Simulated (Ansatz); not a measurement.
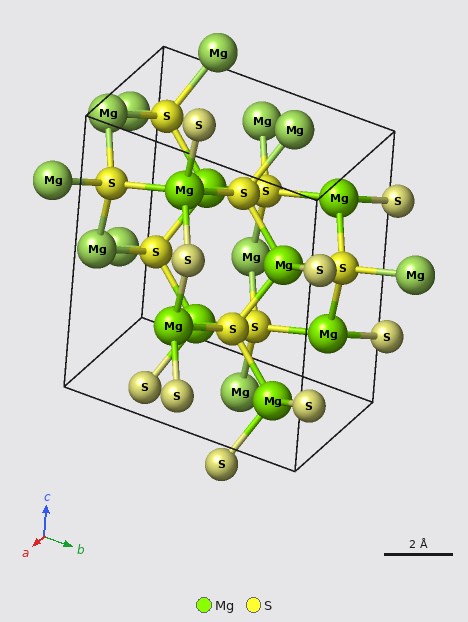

**Figure 1.** The structure as given in the input (ball-and-stick view of the cell of the calculation, seen slightly off an axis; neighbours outside the cell are drawn fainter).

Geometry relaxation, with input and output: Mg8S7 (charge +2) (part 1 of 3)

The run: geometry relaxation of Mg8S7 (defect cell, 15 atoms in the cell, total charge +2). Method and program: DFT PBEsol, scalar-relativistic, plane waves, PAW, no spin polarisation (Ansatz 0.2.0).

The structure derives from a Materials Project entry. It belongs to a series of runs on one base structure; here: S vacancy, atoms relaxed.

Output:
```
Warning: output.stress: scf.convergence.dr2_threshold = 1e-7 eV (the SCF's general default) is looser than the 1.5e-9 eV advised for a printed stress (1e-10 eV for each atom of the cell: 15). What an SCF threshold leaves in a stress goes as its square root, and in the free energy as the threshold itself, and one threshold admits the most on a small cell: of the crystals measured, under no hybrid functional and no lock of the moments, on runs that ended without the residual-converged pass, on stresses that held no estimate of that error, the worst erred by over 100 MPa in a component at 1e-7 eV an atom and by under 5 at 1e-10. Every solve of this run answers to scf.convergence.dr2_threshold, and the tensor of one is reported: a single SCF on the reported geometry and on this run's grids (its basis.xc_grid and basis.ecutrho_ratio typed), with scf.convergence.dr2_threshold at 1.5e-9 eV or tighter, prints it and tightens no other solve. Else set scf.convergence.dr2_threshold to 1.5e-9 eV or tighter. The threshold is an SCF's pass mark: one that does not reach it within its budget of iterations ends unconverged, or closes short of it on a stop that the run arms, and scf.convergence.dr2_threshold's page says what that costs each kind of run
Engine: ansatz 0.2.0, aarch64-unknown-linux-gnu
Pseudopotentials: kind: paw
Pseudopotential: Mg, paw, valence charge 10, recommended cutoff 420 eV (normal), Mg.paw.azcp
Pseudopotential: S, paw, valence charge 6, recommended cutoff 420 eV (normal), S.paw.azcp
Functional definition: PBEsol
  exchange = pbesol_x
  correlation = pbesol_c
Crystal: 15 atoms, lattice volume = 360.703 Å³
Basis set: ecut = 420 eV, 7111 PW (Γ), exchange–correlation on 108×108×108 points (8 copies of the dense FFT grid, shifted against one another)
Bands: 75, of which v1, the nominal top of the filled ones, is band 60 counted from 1 (59 counted from 0)
Symmetry: 2 space group operations
Space group: Cm (ITA 8), of the structure as read, at distance tolerance 7.1e-5 Å
k-points: 24 of 64 (time reversal used)
Non-local potential: Mg, projectors of the file, l = 0: 3, l = 1: 2, l = 2: 1
Non-local potential: S, projectors of the file, l = 0: 2, l = 1: 2, l = 2: 2
PAW form: soft (Blöchl's): semilocal exchange-correlation on the pseudo side does not see the compensation charge
PAW frozen core: Mg, regenerated for the run's functional, and the local potential with it (the file was generated under x = pbe(κ = 0.804, μ = 0.2195149727645171), c = pbe(β = 0.06672455060314922))
PAW frozen core: S, regenerated for the run's functional, and the local potential with it (the file was generated under x = pbe(κ = 0.804, μ = 0.2195149727645171), c = pbe(β = 0.06672455060314922))
PAW one-centre angular grid: Mg, 110 points (default); XC on 64 Gauss nodes
PAW one-centre angular grid: S, 110 points (default); XC on 64 Gauss nodes
Initial density: superposition of atomic densities (neutral atoms scaled as one to the charged cell's electrons: chi_scale 0, normalization atom), corrected by the library's trained network
Initial wavefunctions: pseudopotential atomic-orbital guess
Functional: x = pbesol(κ = 0.804, μ = 0.12345679012345678), c = pbesol(β = 0.046)
SCF iter   1: F=—  HF=-21520.362877 eV  |F-HF|=—  |Δ(HF+E_count)|=         —  Δρ=3.21e-2  dr2=6.38e0  ethr=1.77e-3  ⟨swp⟩=6.2  Hψ=7588  notcnv=0  defer=111
preconditioner: auto → Resta (q_TF=auto, 2.271 Å⁻¹)  ε∞=3.5  [insulator: Δε(μ)=1.726 eV  Ē_g=9.319 eV  σ=0.050 eV  W_gap=1.00  n_scr=70 (ndim 8)  ℏωp=14.6 eV  f_vac=0.024  D(μ)=0.00/eV (n_scr^D=0)  ε∞_Penn≈3.5]
SCF iter   2: F=—  HF=-21518.370037 eV  |F-HF|=—  |Δ(HF+E_count)|=    1.99e0  Δρ=1.60e-2  dr2=2.53e0  ethr=1.77e-3  ⟨swp⟩=4.0  Hψ=3604  notcnv=0  defer=227
SCF iter   3: F=—  HF=-21517.319905 eV  |F-HF|=—  |Δ(HF+E_count)|=    1.05e0  Δρ=2.67e-3  dr2=6.25e-2  ethr=1.77e-3  ⟨swp⟩=3.8  Hψ=2814  notcnv=0  defer=236
SCF iter   4: F=—  HF=-21517.310456 eV  |F-HF|=—  |Δ(HF+E_count)|=   9.45e-3  Δρ=1.04e-3  dr2=6.20e-3  ethr=5.21e-5  ⟨swp⟩=2.2  Hψ=2616  notcnv=0  defer=254
SCF iter   5: F=—  HF=-21517.312036 eV  |F-HF|=—  |Δ(HF+E_count)|=   1.58e-3  Δρ=3.26e-4  dr2=6.53e-4  ethr=5.17e-6  ⟨swp⟩=2.0  Hψ=2661  notcnv=0  defer=254
SCF iter   6: F=—  HF=-21517.312193 eV  |F-HF|=—  |Δ(HF+E_count)|=   1.57e-4  Δρ=8.15e-5  dr2=4.70e-5  ethr=5.44e-7  ⟨swp⟩=2.0  Hψ=2939  notcnv=0  defer=254
SCF iter   7: F=-21517.312212 eV  HF=-21517.312213 eV  |F-HF|=1.50e-6  |Δ(HF+E_count)|=   2.00e-5  Δρ=2.57e-5  dr2=4.10e-6  ethr=8.33e-9  ⟨swp⟩=19.5  Hψ=19386  notcnv=0
SCF 1 converged in 7 iterations: F = -21517.312212 eV  dr2 = 4.10e-6
  greatest PAW one-centre occupation: 1.000 electrons in one spin orbital (limit 2), on the Mg atom at site 4 (counted from 0), in its partial waves of l = 0
relax step   1: F+E_penalty+E_count = -21517.31221167 eV  Δ(F+E_penalty+E_count) = +0.000e0 eV  max|allowed force component| = 1.656e0 eV/Å  Δτ_max = 0.0000 Å  (7 SCF iters, dr2 threshold 1.00e-5 eV, accepted)
Initial density: handed on by an earlier stage of this run
Initial wavefunctions: those handed on with the density
iter 1 solved again at ethr=6.69e-4 eV; its pass at ethr=3.10e-3 eV (dr2=8.03e-1 eV) is discarded
SCF iter   1: F=—  HF=-21518.554465 eV  |F-HF|=—  |Δ(HF+E_count)|=         —  Δρ=1.85e-2  dr2=8.18e-1  ethr=6.69e-4  ⟨swp⟩=1.0  Hψ=7423  notcnv=0  defer=198
preconditioner: auto → Resta (q_TF=auto, 2.271 Å⁻¹)  ε∞=3.5  [insulator: Δε(μ)=1.653 eV  Ē_g=9.305 eV  σ=0.050 eV  W_gap=1.00  n_scr=70 (ndim 8)  ℏωp=14.6 eV  f_vac=0.113  D(μ)=0.00/eV (n_scr^D=0)  ε∞_Penn≈3.5]
SCF iter   2: F=—  HF=-21518.345466 eV  |F-HF|=—  |Δ(HF+E_count)|=   2.09e-1  Δρ=9.19e-3  dr2=1.78e-1  ethr=6.69e-4  ⟨swp⟩=2.7  Hψ=2307  notcnv=0  defer=198
SCF iter   3: F=—  HF=-21518.311482 eV  |F-HF|=—  |Δ(HF+E_count)|=   3.40e-2  Δρ=1.09e-3  dr2=3.44e-3  ethr=1.48e-4  ⟨swp⟩=3.0  Hψ=3113  notcnv=0  defer=205
SCF iter   4: F=—  HF=-21518.314333 eV  |F-HF|=—  |Δ(HF+E_count)|=   2.85e-3  Δρ=2.83e-4  dr2=5.91e-4  ethr=2.87e-6  ⟨swp⟩=2.0  Hψ=3146  notcnv=0  defer=214
SCF iter   5: F=—  HF=-21518.314935 eV  |F-HF|=—  |Δ(HF+E_count)|=   6.03e-4  Δρ=9.70e-5  dr2=1.24e-4  ethr=4.92e-7  ⟨swp⟩=2.0  Hψ=2774  notcnv=0  defer=214
SCF iter   6: F=—  HF=-21518.315048 eV  |F-HF|=—  |Δ(HF+E_count)|=   1.13e-4  Δρ=3.67e-5  dr2=1.36e-5  ethr=1.03e-7  ⟨swp⟩=2.0  Hψ=2824  notcnv=0  defer=214
SCF iter   7: F=-21518.315063 eV  HF=-21518.315063 eV  |F-HF|=4.96e-7  |Δ(HF+E_count)|=   1.45e-5  Δρ=9.74e-6  dr2=8.09e-7  ethr=1.13e-8  ⟨swp⟩=16.9  Hψ=17067  notcnv=0
SCF 2 converged in 7 iterations: F = -21518.315063 eV  dr2 = 8.09e-7
relax step   2: F+E_penalty+E_count = -21518.31506323 eV  Δ(F+E_penalty+E_count) = -1.003e0 eV  max|allowed force component| = 9.280e-1 eV/Å  Δτ_max = 0.1949 Å  (7 SCF iters, dr2 threshold 1.00e-4 eV, accepted)
iter 1 solved again at ethr=5.16e-4 eV; its pass at ethr=3.10e-3 eV (dr2=6.19e-1 eV) is discarded
SCF iter   1: F=—  HF=-21518.801849 eV  |F-HF|=—  |Δ(HF+E_count)|=         —  Δρ=1.60e-2  dr2=6.25e-1  ethr=5.16e-4  ⟨swp⟩=1.0  Hψ=7439  notcnv=0  defer=172
preconditioner: auto → Resta (q_TF=auto, 2.271 Å⁻¹)  ε∞=3.4  [insulator: Δε(μ)=2.529 eV  Ē_g=9.439 eV  σ=0.050 eV  W_gap=1.00  n_scr=70 (ndim 8)  ℏωp=14.6 eV  f_vac=0.129  D(μ)=0.00/eV (n_scr^D=0)  ε∞_Penn≈3.4  vacuum switching on, ρ_ref=6.5e-3 e/Å³]
SCF iter   2: F=—  HF=-21518.664973 eV  |F-HF|=—  |Δ(HF+E_count)|=   1.37e-1  Δρ=7.97e-3  dr2=1.28e-1  ethr=5.16e-4  ⟨swp⟩=3.0  Hψ=2990  notcnv=0  defer=172
SCF iter   3: F=—  HF=-21518.647859 eV  |F-HF|=—  |Δ(HF+E_count)|=   1.71e-2  Δρ=1.05e-3  dr2=4.06e-3  ethr=1.07e-4  ⟨swp⟩=3.0  Hψ=3149  notcnv=0  defer=193
SCF iter   4: F=—  HF=-21518.652116 eV  |F-HF|=—  |Δ(HF+E_count)|=   4.26e-3  Δρ=2.76e-4  dr2=8.15e-4  ethr=3.38e-6  ⟨swp⟩=2.0  Hψ=3175  notcnv=0  defer=195
SCF iter   5: F=—  HF=-21518.652964 eV  |F-HF|=—  |Δ(HF+E_count)|=   8.48e-4  Δρ=8.63e-5  dr2=9.00e-5  ethr=6.79e-7  ⟨swp⟩=2.0  Hψ=2528  notcnv=0  defer=195
SCF iter   6: F=-21518.653024 eV  HF=-21518.653025 eV  |F-HF|=7.09e-7  |Δ(HF+E_count)|=   6.04e-5  Δρ=3.62e-5  dr2=6.97e-6  ethr=4.49e-8  ⟨swp⟩=18.1  Hψ=17890  notcnv=0
SCF 3 converged in 6 iterations: F = -21518.653024 eV  dr2 = 6.97e-6
  greatest PAW one-centre occupation: 1.000 electrons in one spin orbital (limit 2), on the Mg atom at site 2 (counted from 0), in its partial waves of l = 0
relax step   3: F+E_penalty+E_count = -21518.65302404 eV  Δ(F+E_penalty+E_count) = -3.380e-1 eV  max|allowed force component| = 3.046e-1 eV/Å  Δτ_max = 0.1955 Å  (6 SCF iters, dr2 threshold 5.38e-5 eV, accepted)
SCF iter   1: F=—  HF=-21518.723256 eV  |F-HF|=—  |Δ(HF+E_count)|=         —  Δρ=8.90e-3  dr2=1.55e-1  ethr=2.53e-3  ⟨swp⟩=3.9  Hψ=3726  notcnv=0  defer=189
preconditioner: auto → Resta (q_TF=auto, 2.271 Å⁻¹)  ε∞=3.4  [insulator: Δε(μ)=2.397 eV  Ē_g=9.390 eV  σ=0.050 eV  W_gap=1.00  n_scr=70 (ndim 8)  ℏωp=14.6 eV  f_vac=0.125  D(μ)=0.00/eV (n_scr^D=0)  ε∞_Penn≈3.4]
SCF iter   2: F=—  HF=-21518.693521 eV  |F-HF|=—  |Δ(HF+E_count)|=   2.97e-2  Δρ=4.56e-3  dr2=3.80e-2  ethr=1.29e-4  ⟨swp⟩=2.0  Hψ=3285  notcnv=0  defer=196
SCF iter   3: F=—  HF=-21518.689986 eV  |F-HF|=—  |Δ(HF+E_count)|=   3.53e-3  Δρ=4.13e-4  dr2=7.31e-4  ethr=3.17e-5  ⟨swp⟩=2.1  Hψ=3128  notcnv=0  defer=196
SCF iter   4: F=—  HF=-21518.690605 eV  |F-HF|=—  |Δ(HF+E_count)|=   6.18e-4  Δρ=1.43e-4  dr2=1.45e-4  ethr=6.10e-7  ⟨swp⟩=2.0  Hψ=2786  notcnv=0  defer=196
SCF iter   5: F=—  HF=-21518.690792 eV  |F-HF|=—  |Δ(HF+E_count)|=   1.88e-4  Δρ=4.35e-5  dr2=2.50e-5  ethr=1.21e-7  ⟨swp⟩=2.0  Hψ=2152  notcnv=0  defer=196
SCF iter   6: F=-21518.690848 eV  HF=-21518.690839 eV  |F-HF|=9.03e-6  |Δ(HF+E_count)|=   4.65e-5  Δρ=1.91e-5  dr2=4.11e-6  ethr=8.33e-9  ⟨swp⟩=18.1  Hψ=16942  notcnv=0
SCF 4 converged in 6 iterations: F = -21518.690848 eV  dr2 = 4.11e-6
  greatest PAW one-centre occupation: 1.000 electrons in one spin orbital (limit 2), on the Mg atom at site 7 (counted from 0), in its partial waves of l = 0
relax step   4: F+E_penalty+E_count = -21518.69084801 eV  Δ(F+E_penalty+E_count) = -3.782e-2 eV  max|allowed force component| = 2.114e-1 eV/Å  Δτ_max = 0.1154 Å  (6 SCF iters, dr2 threshold 1.00e-5 eV, accepted)
SCF iter   1: F=—  HF=-21518.763710 eV  |F-HF|=—  |Δ(HF+E_count)|=         —  Δρ=9.51e-3  dr2=1.79e-1  ethr=1.17e-3  ⟨swp⟩=4.0  Hψ=4346  notcnv=0  defer=190
preconditioner: auto → Resta (q_TF=auto, 2.271 Å⁻¹)  ε∞=3.4  [insulator: Δε(μ)=2.338 eV  Ē_g=9.387 eV  σ=0.050 eV  W_gap=1.00  n_scr=70 (ndim 8)  ℏωp=14.6 eV  f_vac=0.124  D(μ)=0.00/eV (n_scr^D=0)  ε∞_Penn≈3.4]
SCF iter   2: F=—  HF=-21518.725863 eV  |F-HF|=—  |Δ(HF+E_count)|=   3.78e-2  Δρ=4.83e-3  dr2=4.56e-2  ethr=1.50e-4  ⟨swp⟩=2.0  Hψ=3291  notcnv=0  defer=190
SCF iter   3: F=—  HF=-21518.720802 eV  |F-HF|=—  |Δ(HF+E_count)|=   5.06e-3  Δρ=4.27e-4  dr2=7.66e-4  ethr=3.80e-5  ⟨swp⟩=2.8  Hψ=3189  notcnv=0  defer=190
SCF iter   4: F=—  HF=-21518.721726 eV  |F-HF|=—  |Δ(HF+E_count)|=   9.24e-4  Δρ=1.54e-4  dr2=1.47e-4  ethr=6.39e-7  ⟨swp⟩=2.0  Hψ=2856  notcnv=0  defer=190
SCF iter   5: F=—  HF=-21518.722014 eV  |F-HF|=—  |Δ(HF+E_count)|=   2.88e-4  Δρ=4.73e-5  dr2=2.49e-5  ethr=1.23e-7  ⟨swp⟩=2.0  Hψ=2649  notcnv=0  defer=190
SCF iter   6: F=-21518.722073 eV  HF=-21518.722068 eV  |F-HF|=4.79e-6  |Δ(HF+E_count)|=   5.35e-5  Δρ=1.88e-5  dr2=3.05e-6  ethr=4.01e-9  ⟨swp⟩=18.1  Hψ=16992  notcnv=0
SCF 5 converged in 6 iterations: F = -21518.722073 eV  dr2 = 3.05e-6
relax step   5: F+E_penalty+E_count = -21518.72207275 eV  Δ(F+E_penalty+E_count) = -3.122e-2 eV  max|allowed force component| = 7.415e-2 eV/Å  Δτ_max = 0.1614 Å  (6 SCF iters, dr2 threshold 4.81e-6 eV, accepted)
SCF iter   1: F=—  HF=-21518.730241 eV  |F-HF|=—  |Δ(HF+E_count)|=         —  Δρ=2.90e-3  dr2=1.84e-2  ethr=1.15e-4  ⟨swp⟩=4.5  Hψ=4199  notcnv=0  defer=190
preconditioner: auto → Resta (q_TF=auto, 2.271 Å⁻¹)  ε∞=3.4  [insulator: Δε(μ)=2.356 eV  Ē_g=9.388 eV  σ=0.050 eV  W_gap=1.00  n_scr=70 (ndim 8)  ℏωp=14.6 eV  f_vac=0.125  D(μ)=0.00/eV (n_scr^D=0)  ε∞_Penn≈3.4]
SCF iter   2: F=—  HF=-21518.726124 eV  |F-HF|=—  |Δ(HF+E_count)|=   4.12e-3  Δρ=1.46e-3  dr2=4.21e-3  ethr=1.54e-5  ⟨swp⟩=2.0  Hψ=2208  notcnv=0  defer=190
SCF iter   3: F=—  HF=-21518.725561 eV  |F-HF|=—  |Δ(HF+E_count)|=   5.63e-4  Δρ=1.33e-4  dr2=7.14e-5  ethr=3.50e-6  ⟨swp⟩=2.0  Hψ=2914  notcnv=0  defer=190
SCF iter   4: F=—  HF=-21518.725674 eV  |F-HF|=—  |Δ(HF+E_count)|=   1.12e-4  Δρ=4.42e-5  dr2=1.61e-5  ethr=5.95e-8  ⟨swp⟩=2.0  Hψ=2967  notcnv=0  defer=190
SCF iter   5: F=—  HF=-21518.725703 eV  |F-HF|=—  |Δ(HF+E_count)|=   2.90e-5  Δρ=1.42e-5  dr2=2.08e-6  ethr=1.34e-8  ⟨swp⟩=2.0  Hψ=2639  notcnv=0  defer=190
SCF iter   6: F=-21518.725708 eV  HF=-21518.725707 eV  |F-HF|=4.56e-7  |Δ(HF+E_count)|=   4.76e-6  Δρ=6.00e-6  dr2=2.85e-7  ethr=5.64e-10  ⟨swp⟩=15.4  Hψ=13737  notcnv=0
SCF 6 converged in 6 iterations: F = -21518.725708 eV  dr2 = 2.85e-7
  Residual-converged pass: ⟨swp⟩=1.0  Hψ=1896  notcnv=0  max |occ|·‖R‖ = 7.0e-9 eV (tolerance 1.0e-8 eV)  dr2=2.85e-7  dr2_onsite=1.29e-8  max |Δocc| = 4.9e-251
relax step   6: F+E_penalty+E_count = -21518.72570776 eV  Δ(F+E_penalty+E_count) = -3.635e-3 eV  max|allowed force component| = 3.065e-2 eV/Å  Δτ_max = 0.0539 Å  (6 SCF iters, dr2 threshold 6.77e-7 eV, accepted)
```
